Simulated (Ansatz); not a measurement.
# Geometry relaxation, with input and output: WS$_{2}$ (part 2 of 2)

The same run, continued: WS$_{2}$ (P-3m1, 3 atoms in the cell); DFT, r2SCAN+rVV10, plane waves, PAW, no spin polarisation (Ansatz 0.2.0); cutoff 500 eV, 12×12×4 k-mesh, Fermi–Dirac smearing of 0.03 eV. The structure was built on a prototype by a generator. The geometry comes from this level: PBEsol.

Geometry of the input (Å; fractional positions):
```
3.1673  0.0000  0.0000
-1.5837  2.7430  0.0000
0.0000  0.0000  6.2798
W  0.0000  0.0000  0.0000
S  0.3333  0.6667  0.2504
S  0.6667  0.3333  0.7496
```

**Log, continued**
```
SCF iter   1: F=—  HF=-12206.798038 eV  |F-HF|=—  |Δ(HF+E_count)|=         —  Δρ=9.42e-5  dr2=4.47e-7  dr2_τ=5.29e-6  ethr=3.10e-7  ⟨swp⟩=3.0  Hψ=10014  notcnv=0
preconditioner: auto → Kerker (q_TF=auto, 2.414 Å⁻¹)  [metal: Δε(μ)=0.032 eV  Ē_g=8.990 eV  σ=0.030 eV  W_gap=0.26  n_scr=10 (ndim 8)  ℏωp=21.4 eV  f_vac=0.010  D(μ)=1.08/eV (n_scr^D=2)]
SCF iter   2: F=—  HF=-12206.798041 eV  |F-HF|=—  |Δ(HF+E_count)|=   2.76e-6  Δρ=4.87e-5  dr2=1.19e-7  dr2_τ=3.12e-7  ethr=1.72e-9  ⟨swp⟩=2.0  Hψ=1880  notcnv=0
SCF iter   3: F=—  HF=-12206.798042 eV  |F-HF|=—  |Δ(HF+E_count)|=   6.62e-7  Δρ=2.45e-6  dr2=7.81e-10  dr2_τ=7.36e-10  ethr=4.58e-10  ⟨swp⟩=2.0  Hψ=1868  notcnv=0
SCF iter   4: F=—  HF=-12206.798042 eV  |F-HF|=—  |Δ(HF+E_count)|=   2.50e-9  Δρ=6.17e-7  dr2=2.14e-10  dr2_τ=3.52e-11  ethr=3.01e-12  ⟨swp⟩=2.0  Hψ=2063  notcnv=0
SCF iter   5: F=—  HF=-12206.798042 eV  |F-HF|=—  |Δ(HF+E_count)|=  1.22e-10  Δρ=2.31e-7  dr2=3.45e-11  dr2_τ=9.37e-12  ethr=1.00e-12  ⟨swp⟩=2.5  Hψ=1792  notcnv=0
SCF iter   6: F=-12206.798042 eV  HF=-12206.798042 eV  |F-HF|=5.46e-12  |Δ(HF+E_count)|=  1.09e-11  Δρ=7.72e-8  dr2=1.74e-12  dr2_τ=5.96e-13  ethr=1.00e-12  ⟨swp⟩=6.4  Hψ=5483  notcnv=0
SCF 6 converged in 6 iterations: F = -12206.798042 eV  dr2 = 1.74e-12
relax step   6: F+E_penalty+E_count = -12206.79804179 eV  Δ(F+E_penalty+E_count) = -3.218e-6 eV  max|allowed force component| = 6.982e-4 eV/Å  Δτ_max = 0.0000 Å  P = +0.007 GPa  Ω = 54.132 Å³  stress off target by 1.41e-2 GPa  SCF on the basis re-selected at this cell (its energy is not comparable with the rows above)  (6 SCF iters)
```

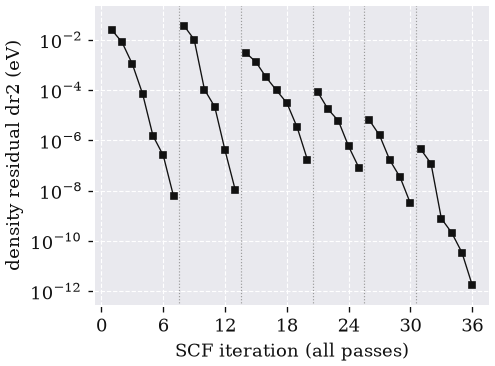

*Convergence of the self-consistent field: density residual dr2 against the SCF iteration. The dotted lines part the SCF passes of the relaxation: geometry steps, rejected trials and re-solves on a re-selected basis.*

The 6 passes take 5 to 7 iterations each, 36 in all.

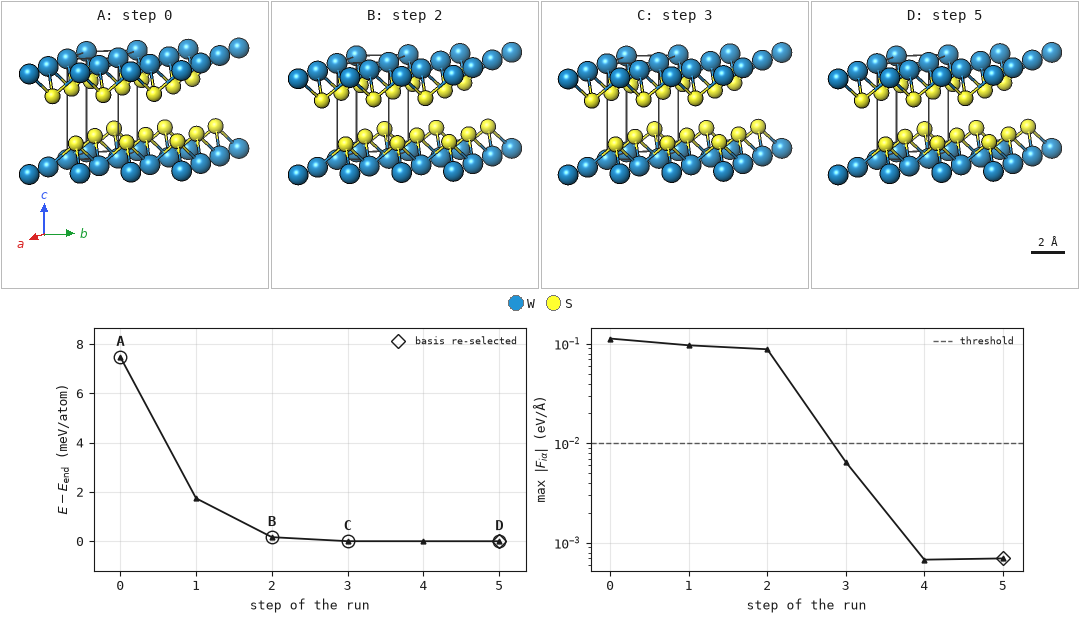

*Frames of the relaxation (ball-and-stick view of the cell of the calculation, repeated 3 × 3 × 1, seen slightly off an axis) above the curves, on which the letters mark them (the first geometry is step 0 here and step 1 in the log).*

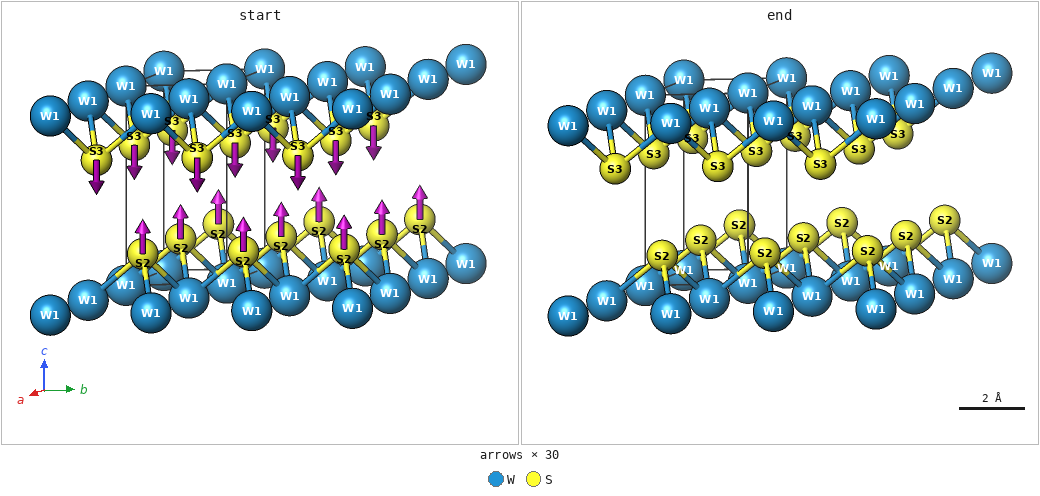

*Before (left) and after (right) the relaxation, at one scale (ball-and-stick view of the cell of the calculation, repeated 3 × 3 × 1, seen slightly off an axis). The pink arrows give the displacements (without the part carried along by the change of the cell), magnified 30 times.*

Over 4 geometry steps the energy falls by 7.5 meV per atom. Largest force component: 0.11 eV/Å at the start, 0.0007 eV/Å at the end. The pressure goes from 1.85 to 0.01 GPa. The largest moves relative to the cell, 0.037 Å, are those of S2 and S3. W stays in place. The volume changes by −0.8 %, with a = b 3.167 → 3.228 Å (+1.9 %), c 6.280 → 6.000 Å (−4.5 %). Among the contacts that change: W1–S2 2.412 → 2.417 Å. The space group stays P-3m1 (No. 164). A last SCF at the same geometry on a re-selected plane-wave basis shifts the energy by next to nothing (0.0 meV per atom). (Atoms are counted from 1 in the order of the input.)

```
basis re-selected at this cell: Δ(F+E_penalty+E_count) = -3.218e-6 eV, ΔP = +0.001 GPa vs the last step (what re-selecting the basis moved, of the pressure what is left beyond the Pulay correction that the steps carried, after the strain that the cell walked since its last selection, with what the two solves' SCF thresholds leave and, on support functions, any second-order correction that the steps lacked; it is no measure of the basis error at this ecutwfc). The dense FFT grid was sized anew with the basis: this SCF ran on 27×27×50 points, the steps before it on 27×27×54, so part of this shift can come from that change (see relax.cell in the input reference). This SCF's stress stands 1.41e-2 GPa from its target on what of the cell is left free (relax.cell.stress_tol is 5.00e-2 GPa) and its largest allowed force component is 6.98e-4 eV/Å (relax.f_tol is 1.00e-2 eV/Å): within both
SCF converged after 6 iterations
Free energy (F): -12206.798042 eV
Harris-Foulkes:  -12206.798042 eV  (|F-HF|=5.46e-12)
Internal energy: -12206.794865 eV  (E = F + TS)
E sigma→0 (E₀):  -12206.796454 eV
Entropy (-TS):   -0.003176 eV (-1.059 meV/atom)
Fermi energy:    11.579738 eV
--- Per-component energies (eV) ---
  E_band       = -212.676901
  E_kinetic    = 665.728194
  E_local      = -1680.816674  (includes V_loc(G=0)·N_el)
  E_nonlocal   = 58.066429
  E_hartree    = 657.288431
  E_xc         = -428.763047
  E_vxc        = -448.848724  (∫ρ·V_xc dr)
  E_paw        = -9812.222571  (= ΣΔE_a)
  E_vpaw       = -143.623936  (= ΣTr[D̂ρ^β])
  E_aug_tail   = -0.000029  (compensation charges beyond the density's cutoff)
  E_vtau       = 22.241003  (kinetic-family band-sum trace: ∫τ·v_τ [+ j·A + Jᵃ·Aᵃ] dr)
  E_ewald      = -1665.268117
  E_core_change = -0.807482  (= ΣΔE_core)
  E_smearing   = -0.003176  (= −TS)
  E_closure    = 0.000000  (closes the sum)
  Σ components = -12206.798042   (vs F -12206.798042, Δ=0.00e0)
--- Forces (eV/Å), atoms counted from 1 ---
  atom   1  W      0.00000000     0.00000000     0.00000000
  atom   2  S      0.00000000     0.00000000     0.00069822
  atom   3  S     -0.00000000    -0.00000000    -0.00069822
  max |Σ_I F_I| component: 9.25e-18 eV/Å
--- Stress (GPa, compression-positive) ---
        0.014121       0.000000      -0.000000
        0.000000       0.014121       0.000000
       -0.000000      -0.000000      -0.008101
  P = ⅓ Tr σ = 0.0067 GPa (0.067 kbar)
--- Relaxed structure (5 steps of the walk, 5 accepted, 1 SCFs on fresh bases) ---
  F+E_penalty+E_count = -12206.79804179 eV   max|allowed force component| = 6.982e-4 eV/Å   (the final SCF, on the basis selected at the relaxed cell)
  cell:  # Å, volume = 54.1321 Å³
    - [3.227728305693734, 2.9418197705197645e-11, -5.180225636570138e-18]
    - [-1.6138641528723439, 2.795294709230169, -2.5901128182987746e-18]
    - [-1.0270738043903774e-17, -1.1859626749097643e-17, 5.999715494974862]
  atoms:
    - { symbol: W, position: [6.354608996297411e-34, -6.687707331408735e-45, 3.6832095574895027e-19] }
    - { symbol: S, position: [0.33333333333333326, 0.6666666666666665, 0.25657300506939335] }
    - { symbol: S, position: [0.6666666666666666, 0.3333333333333333, 0.7434269949306064] }
```

**Trajectory as extended XYZ (Å, eV, eV/Å), 6 frames, from step=1 to step=6**
```
3
Lattice="3.1673 0.0000 0.0000 -1.5837 2.7430 0.0000 0.0000 0.0000 6.2798" Properties=species:S:1:pos:R:3:forces:R:3 step=1 energy=-12206.77560 pressure_GPa=1.85
W     0.0000    0.0000    0.0000    0.0000   0.0000   0.0000
S     0.0000    1.8286    1.5725    0.0000   0.0000   0.1132
S     1.5837    0.9143    4.7072    0.0000   0.0000  -0.1132
3
Lattice="3.2297 0.0000 0.0000 -1.6149 2.7970 0.0000 0.0000 0.0000 6.1435" Properties=species:S:1:pos:R:3:forces:R:3 step=2 energy=-12206.79281 pressure_GPa=-1.29
W     0.0000    0.0000    0.0000    0.0000   0.0000   0.0000
S     0.0000    1.8647    1.5477    0.0000   0.0000  -0.0969
S     1.6149    0.9323    4.5958    0.0000   0.0000   0.0969
3
Lattice="3.2269 0.0000 0.0000 -1.6134 2.7946 0.0000 0.0000 0.0000 6.0100" Properties=species:S:1:pos:R:3:forces:R:3 step=3 energy=-12206.79754 pressure_GPa=-0.54
W     0.0000    0.0000    0.0000    0.0000   0.0000   0.0000
S     0.0000    1.8630    1.5452    0.0000   0.0000  -0.0884
S     1.6134    0.9315    4.4648    0.0000   0.0000   0.0884
3
Lattice="3.2287 0.0000 0.0000 -1.6144 2.7962 0.0000 0.0000 0.0000 5.9933" Properties=species:S:1:pos:R:3:forces:R:3 step=4 energy=-12206.79804 pressure_GPa=0.03
W     0.0000    0.0000    0.0000    0.0000   0.0000   0.0000
S     0.0000    1.8641    1.5383    0.0000   0.0000   0.0065
S     1.6144    0.9321    4.4550    0.0000   0.0000  -0.0065
3
Lattice="3.2277 0.0000 0.0000 -1.6139 2.7953 0.0000 0.0000 0.0000 5.9997" Properties=species:S:1:pos:R:3:forces:R:3 step=5 energy=-12206.79804 pressure_GPa=0.01
W     0.0000    0.0000    0.0000    0.0000   0.0000   0.0000
S     0.0000    1.8635    1.5394    0.0000   0.0000   0.0007
S     1.6139    0.9318    4.4604    0.0000   0.0000  -0.0007
3
Lattice="3.2277 0.0000 0.0000 -1.6139 2.7953 0.0000 0.0000 0.0000 5.9997" Properties=species:S:1:pos:R:3:forces:R:3 step=6 energy=-12206.79804 pressure_GPa=0.01
W     0.0000    0.0000    0.0000    0.0000   0.0000   0.0000
S     0.0000    1.8635    1.5394    0.0000   0.0000   0.0007
S     1.6139    0.9318    4.4604    0.0000   0.0000  -0.0007
```

**Results in brief**

- outcome: converged
- space group (tolerance 0.01 Å): P-3m1 (164)
- electrons treated: 26
- free energy: −12206.7980 eV
- Fermi energy: 11.580 eV
- pressure: 0.01 GPa
- final volume: 54.13 Å³
- largest force (length of the vector) at the end: 0.001 eV/Å
- final cell: a = 3.228 Å, b = 3.228 Å, c = 6.000 Å, α = 90.00°, β = 90.00°, γ = 120.00°
- hardware: 2 threads of Arm Neoverse V2, 24 GiB of memory available, shared host
- wall time: 26 s (CPU time 52 s)
- peak memory: 0.58 GiB

Spin–orbit coupling is left out, which matters for W.
